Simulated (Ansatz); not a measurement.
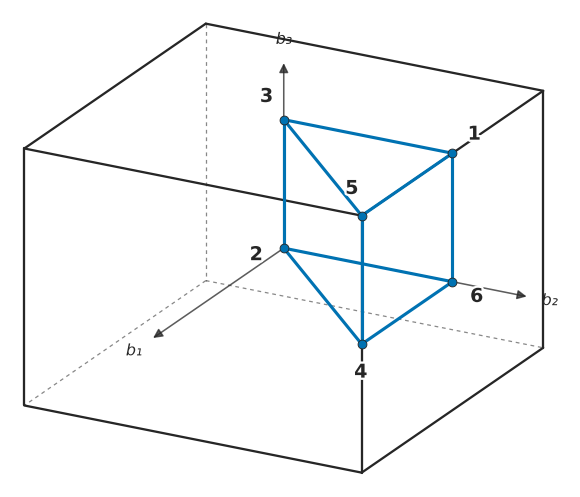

For CoPt, coordinates from a relaxation with Ansatz, DFT PBE, scalar-relativistic, plane waves, PAW: the first Brillouin zone of a primitive tetragonal lattice (tP; extended symbol tP1) is drawn with its special points numbered. Symmetry computed with spglib at a tolerance of 0.002 Å; standard conventional cell.

a = 2.693 Å, b = 2.693 Å, c = 3.729 Å, α = 90.00°, β = 90.00°, γ = 90.00°.

Labels and path follow the convention of Hinuma et al. (2017), as computed by seekpath; the arrows show the directions of the reciprocal primitive vectors b₁, b₂, b₃, in which coordinates are given.

Give the label and coordinates of each numbered point.

```csv
no.,label,coordinates
1,R,"(0, 1/2, 1/2)"
2,Γ,"(0, 0, 0)"
3,Z,"(0, 0, 1/2)"
4,M,"(1/2, 1/2, 0)"
5,A,"(1/2, 1/2, 1/2)"
6,X,"(0, 1/2, 0)"
```
